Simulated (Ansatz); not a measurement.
# From SiC to GeSi

System: SiC (P6₃mc, 4 atoms in the cell).
Method of the first run: DFT r2SCAN, scalar-relativistic, plane waves, PAW, no spin polarisation (Ansatz 0.2.0).
System of the second run: GeSi (P6₃mc, 4 atoms in the cell).

On the first run: The structure derives from a Materials Project entry. On the second run: The structure was made by swapping elements on the sites of another compound; it need not be a known phase. It belongs to a series of runs on one base structure; here: band edges sought over the zone. Text and figures count atoms from 1; the logs count them from 0 in places.

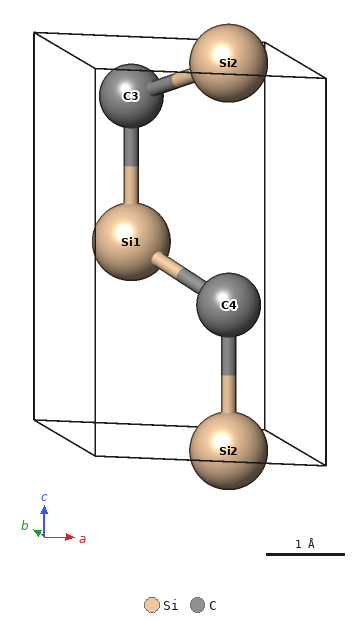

Fig. 1: The structure as given in the input (ball-and-stick view of the cell of the calculation, seen slightly off an axis; atoms are numbered from 1 in the order of the input).

### Input file, the first run
```yaml
crystal:
  lattice:
    - [3.0752975745, 0.0, 0.0]
    - [-1.5376487872, 2.6632858237, 0.0]
    - [0.0, 0.0, 5.0483410038]
  atoms:
    - { symbol: Si, position: [0.3333333333, 0.6666666667, 0.4996013827] }
    - { symbol: Si, position: [0.6666666667, 0.3333333333, 0.9996013827] }
    - { symbol: C, position: [0.3333333333, 0.6666666667, 0.8753986173] }
    - { symbol: C, position: [0.6666666667, 0.3333333333, 0.3753986173] }
basis:
  ecutwfc: 500
kpoints:
  mp_grid: { grid: [12, 12, 6] }
  band_path: { path: [VBM, CBM], npoints: 2 }
hamiltonian:
  xc: r2scan
scf:
  occupations: { method: gaussian, width: 0.02 }
output:
  forces: true
  stress: true
  eigenvalues: true
checkpoint:
  read: start.run
  write: ck
  compress: false
  write_wavefunctions: false
  write_every: 100000
```

Launched with:
```bash
ansatz run input.yaml --threads 1 --pin off --max-ram 2560MiB --backend cpu --events-out ev --progress --plain --runs-dir out
```

Hardware: 1 thread of Oxide Virtual Turin-like (Zen 5), 32 GiB of memory available, shared host.

### Output, shortened to warnings, some set-up lines, iterations and results (the first run)
```
Basis set: ecut = 500 eV, 1099 PW (Γ), exchange–correlation on 96×96×160 points (64 copies of the dense FFT grid, shifted against one another)
Symmetry: 12 space group operations
k-points: 76 of 864 (time reversal used)
Initial density: read from a saved state, or passed on in memory by an earlier SCF of this step, an earlier step, the calling program or the single point that the run made first
[...]
SCF iter   1: F=—  HF=-1782.651828 eV  |F-HF|=—  |Δ(HF+E_count)|=         —  Δρ=7.82e-7  dr2=6.13e-11  dr2_τ=1.75e-11  ethr=4.25e-8  ⟨swp⟩=3.3  Hψ=9013  notcnv=0
SCF iter   2: F=-1782.651828 eV  HF=-1782.651828 eV  |F-HF|=2.02e-11  |Δ(HF+E_count)|=   3.90e-9  Δρ=2.75e-7  dr2=1.02e-11  dr2_τ=2.88e-12  ethr=1.00e-12  ⟨swp⟩=5.7  Hψ=4206  …
SCF 1 converged in 2 iterations: F = -1782.651828 eV  dr2 = 1.02e-11
NSCF: frozen V_eff on 28 k-points
NSCF: frozen V_eff on 28 k-points
NSCF: frozen V_eff on 28 k-points
NSCF: frozen V_eff on 28 k-points
NSCF: frozen V_eff on 11 k-points
NSCF: frozen V_eff on 6 k-points
NSCF: frozen V_eff on 6 k-points
NSCF: frozen V_eff on 6 k-points
NSCF: frozen V_eff on 3 k-points
NSCF: frozen V_eff on 3 k-points
SCF converged after 2 iterations
Free energy (F): -1782.651828 eV
Harris-Foulkes:  -1782.651828 eV  (|F-HF|=2.02e-11)
Internal energy: -1782.651828 eV  (E = F + TS)
E sigma→0 (E₀):  -1782.651828 eV
Fermi energy:    10.851219 eV
--- Per-component energies (eV) ---
  E_band       = 51.172740
  E_kinetic    = 272.222375
  E_local      = -208.962945  (includes V_loc(G=0)·N_el)
  E_nonlocal   = 100.682425
  E_hartree    = 65.869326
  E_xc         = -202.782677
  E_vxc        = -237.377056  (∫ρ·V_xc dr)
  E_paw        = -1240.568585  (= ΣΔE_a)
  E_vpaw       = -18.273086  (= ΣTr[D̂ρ^β])
  E_aug_tail   = 0.000016  (compensation charges beyond the density's cutoff)
  E_vtau       = 11.142358  (kinetic-family band-sum trace: ∫τ·v_τ [+ j·A + Jᵃ·Aᵃ] dr)
  E_ewald      = -568.909351
  E_core_change = -0.202413  (= ΣΔE_core)
  E_smearing   = -0.000000  (= −TS)
  E_closure    = -0.000000  (closes the sum)
  Σ components = -1782.651828   (vs F -1782.651828, Δ=0.00e0)
--- Forces (eV/Å), atoms counted from 1 ---
  atom   1  Si     0.00000000     0.00000000    -0.00009469
  atom   2  Si    -0.00000000    -0.00000000    -0.00009469
  atom   3  C      0.00000000     0.00000000     0.00009034
  atom   4  C     -0.00000000    -0.00000000     0.00009034
  max |Σ_I F_I| component: 8.70e-6 eV/Å
--- Stress (GPa, compression-positive) ---
        0.006070      -0.000000       0.000000
       -0.000000       0.006070       0.000000
        0.000000       0.000000      -0.011375
  P = ⅓ Tr σ = 0.0003 GPa (0.003 kbar)
```

The input of the second run differs as follows (lines with − go, lines with + come):
```diff
-    - [3.0752975745, 0.0, 0.0]
-    - [-1.5376487872, 2.6632858237, 0.0]
-    - [0.0, 0.0, 5.0483410038]
+    - [3.9058496216, -1.0e-10, 0.0]
+    - [-1.9529248108, 3.3825649957, 0.0]
+    - [0.0, 0.0, 6.4492240634]
-    - { symbol: Si, position: [0.3333333333, 0.6666666667, 0.4996013827] }
-    - { symbol: Si, position: [0.6666666667, 0.3333333333, 0.9996013827] }
-    - { symbol: C, position: [0.3333333333, 0.6666666667, 0.8753986173] }
-    - { symbol: C, position: [0.6666666667, 0.3333333333, 0.3753986173] }
+    - { symbol: Si, position: [0.3333333333, 0.6666666667, 0.5004020308] }
+    - { symbol: Si, position: [0.6666666667, 0.3333333333, 1.0004020308] }
+    - { symbol: Ge, position: [0.3333333333, 0.6666666667, 0.8745979692] }
+    - { symbol: Ge, position: [0.6666666667, 0.3333333333, 0.3745979692] }
-  mp_grid: { grid: [12, 12, 6] }
+  mp_grid: { grid: [12, 12, 4] }
```

Predict how the results change.

The total energies belong to different systems, so their difference says nothing on which is more stable or more accurate. The gap on the mesh goes from 2.65 to 0.66 eV. The volume per atom goes from 10.34 to 21.30 Å³. The irreducible k-points go from 76 to 57. The plane waves at Γ go from 1099 to 2153. On the same kind of shared host the second run took about 2.9 times as long.

### Output, shortened to warnings, some set-up lines, iterations and results (the second run)
```
Basis set: ecut = 500 eV, 2153 PW (Γ), exchange–correlation on 120×120×192 points (64 copies of the dense FFT grid, shifted against one another)
Symmetry: 12 space group operations
k-points: 57 of 576 (time reversal used)
Initial density: read from a saved state, or passed on in memory by an earlier SCF of this step, an earlier step, the calling program or the single point that the run made first
[...]
SCF iter   1: F=—  HF=-9883.835460 eV  |F-HF|=—  |Δ(HF+E_count)|=         —  Δρ=1.02e-6  dr2=1.94e-10  dr2_τ=1.24e-10  ethr=2.63e-7  ⟨swp⟩=3.2  Hψ=10026  notcnv=0
SCF iter   2: F=-9883.835460 eV  HF=-9883.835460 eV  |F-HF|=1.42e-9  |Δ(HF+E_count)|=   3.63e-8  Δρ=5.52e-7  dr2=9.11e-11  dr2_τ=3.32e-11  ethr=1.00e-12  ⟨swp⟩=5.4  Hψ=4796  …
SCF 1 converged in 2 iterations: F = -9883.835460 eV  dr2 = 9.11e-11
NSCF: frozen V_eff on 28 k-points
NSCF: frozen V_eff on 28 k-points
NSCF: frozen V_eff on 28 k-points
NSCF: frozen V_eff on 26 k-points
NSCF: frozen V_eff on 9 k-points
NSCF: frozen V_eff on 22 k-points
NSCF: frozen V_eff on 22 k-points
NSCF: frozen V_eff on 13 k-points
NSCF: frozen V_eff on 19 k-points
NSCF: frozen V_eff on 3 k-points
SCF converged after 2 iterations
Free energy (F): -9883.835460 eV
Harris-Foulkes:  -9883.835460 eV  (|F-HF|=1.42e-9)
Internal energy: -9883.835460 eV  (E = F + TS)
E sigma→0 (E₀):  -9883.835460 eV
Fermi energy:    7.894724 eV
--- Per-component energies (eV) ---
  E_band       = -322.906643
  E_kinetic    = 303.066132
  E_local      = -5305.767251  (includes V_loc(G=0)·N_el)
  E_nonlocal   = 890.623456
  E_hartree    = 2335.601370
  E_xc         = -241.393396
  E_vxc        = -235.557738  (∫ρ·V_xc dr)
  E_paw        = -5108.011039  (= ΣΔE_a)
  E_vpaw       = -657.987587  (= ΣTr[D̂ρ^β])
  E_aug_tail   = 0.000037  (compensation charges beyond the density's cutoff)
  E_vtau       = 11.513168  (kinetic-family band-sum trace: ∫τ·v_τ [+ j·A + Jᵃ·Aᵃ] dr)
  E_ewald      = -2755.630371
  E_core_change = -2.324397  (= ΣΔE_core)
  E_smearing   = -0.000000  (= −TS)
  E_closure    = 0.000000  (closes the sum)
  Σ components = -9883.835460   (vs F -9883.835460, Δ=0.00e0)
--- Forces (eV/Å), atoms counted from 1 ---
  atom   1  Si    -0.00000000    -0.00000000     0.00978343
  atom   2  Si     0.00000000     0.00000000     0.00978343
  atom   3  Ge     0.00000000    -0.00000000    -0.00978423
  atom   4  Ge     0.00000000     0.00000000    -0.00978423
  max |Σ_I F_I| component: 1.61e-6 eV/Å
--- Stress (GPa, compression-positive) ---
       -0.059720       0.000000       0.000000
        0.000000      -0.059720      -0.000000
        0.000000      -0.000000       0.098571
  P = ⅓ Tr σ = -0.0070 GPa (-0.070 kbar)
```

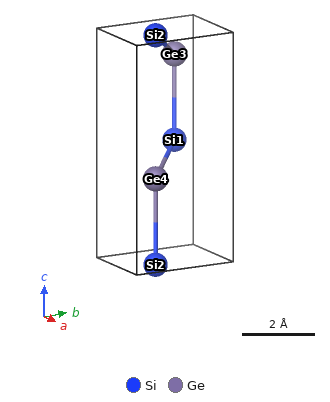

Fig. 2: The input structure of the second run (ball-and-stick view of the cell of the calculation, seen slightly off an axis; atoms are numbered from 1 in the order of the input).

### The two runs side by side

| quantity | the first run | the second run |
| --- | --- | --- |
| outcome | converged | converged |
| free energy per atom (eV) | −445.6630 | −2470.9589 |
| gap on the mesh (eV) | 2.65 | 0.66 |
| pressure (GPa) | 0.00 | −0.01 |
| volume per atom (Å³) | 10.34 | 21.30 |
| largest force (eV/Å) | 0.000 | 0.010 |
| irreducible k-points | 76 | 57 |
| plane waves at Γ | 1099 | 2153 |
| wall time (shared host) | 14 s | 40 s |
